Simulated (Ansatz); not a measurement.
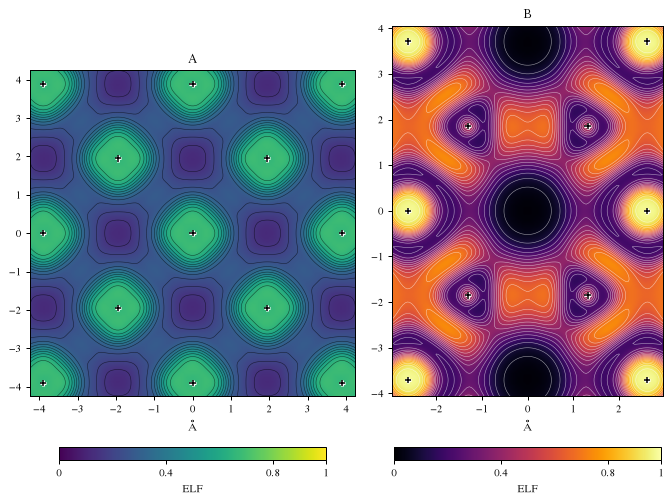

The ELF of 2 systems, each on a plane through atoms (crosses mark nuclei in the plane).

Level of theory: Ansatz, Kohn-Sham DFT of a periodic cell, LDA, Ansatz PAW.

System 1: CoSi$_{2}$, the (110) plane of the conventional cell. Space group Fm-3m; computed pressure about 3 GPa in this cell; the program warned that a starting moment wasn't kept; spin-polarised, but the moments vanished.

System 2: Pt, the (001) plane of the conventional cell. Space group Fm-3m.

```xyz
4
Lattice="3.8955 0.0000 0.0000 0.0000 3.8955 0.0000 0.0000 0.0000 3.8955" Properties=species:S:1:pos:R:3 pbc="T T T"
Pt    0.0000    0.0000    0.0000
Pt    1.9477    1.9477    0.0000
Pt    1.9477    0.0000    1.9477
Pt    0.0000    1.9477    1.9477
```

Q: Match each panel to its system.

A: Panel A is system 2, Pt: the plane holds Pt. Pt–Pt (2.75 Å): the ELF is about 0.30 at the midpoint: no shared electron pair shows on this line. Panel B is system 1, CoSi$_{2}$: the plane holds Co and Si. Co–Si (2.27 Å): the ELF peaks at about 0.75 in the valence shell of Si, 0.9 Å from its nucleus, and is about 0.50 at the midpoint.
